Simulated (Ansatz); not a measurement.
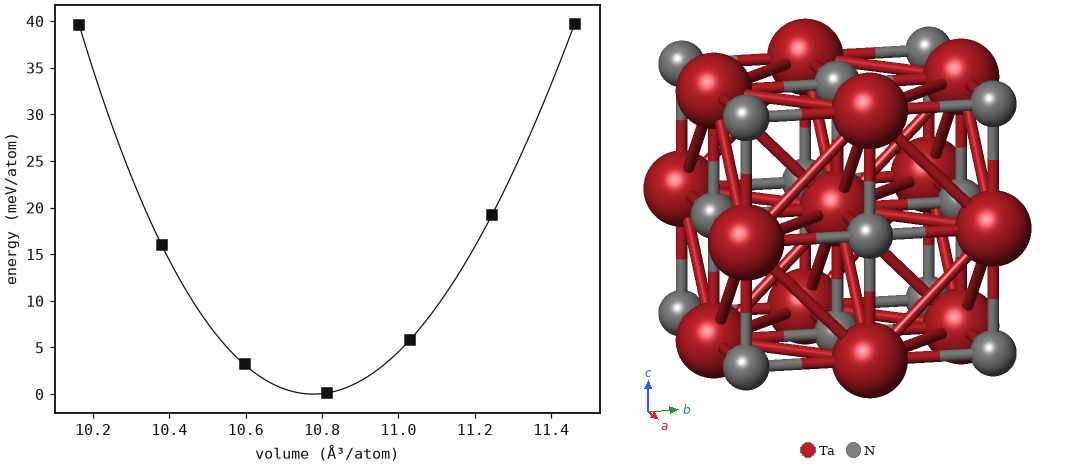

Plotted: energy against volume for TaN, space group Fm-3m (No. 225). The conventional cell is drawn beside the plot.

The given structure:
```
CELL_PARAMETERS angstrom
0.00000 2.21132 2.21132
2.21132 0.00000 2.21132
2.21132 2.21132 0.00000
ATOMIC_POSITIONS crystal
Ta 0.50000 0.50000 0.50000
N 0.00000 0.00000 0.00000
```

Calculation (Ansatz 0.2.0): plane-wave DFT, no spin polarisation; energies at scaled volumes of the given cell, shape and fractions fixed, counted from the fit's minimum, third-order Birch-Murnaghan fit. Level: PBE.

k mesh 10×10×10; occupations Fermi–Dirac; smearing width 0.05 eV; potentials Ansatz NC; wave cutoff 1240 eV; density cutoff 4960 eV.

From this curve and the settings, what does the calculation give for the pressure at the same points?

The pressure falls from 21.79 GPa at volume 10.16 Å³/atom to −17.58 GPa at 11.46 Å³/atom, and changes sign near 10.78 Å³/atom.

| volume (Å³/atom) | pressure (GPa) |
| --- | --- |
| 10.16 | 21.79 |
| 10.38 | 13.33 |
| 10.60 | 5.74 |
| 10.81 | −1.08 |
| 11.03 | −7.19 |
| 11.25 | −12.67 |
| 11.46 | −17.58 |
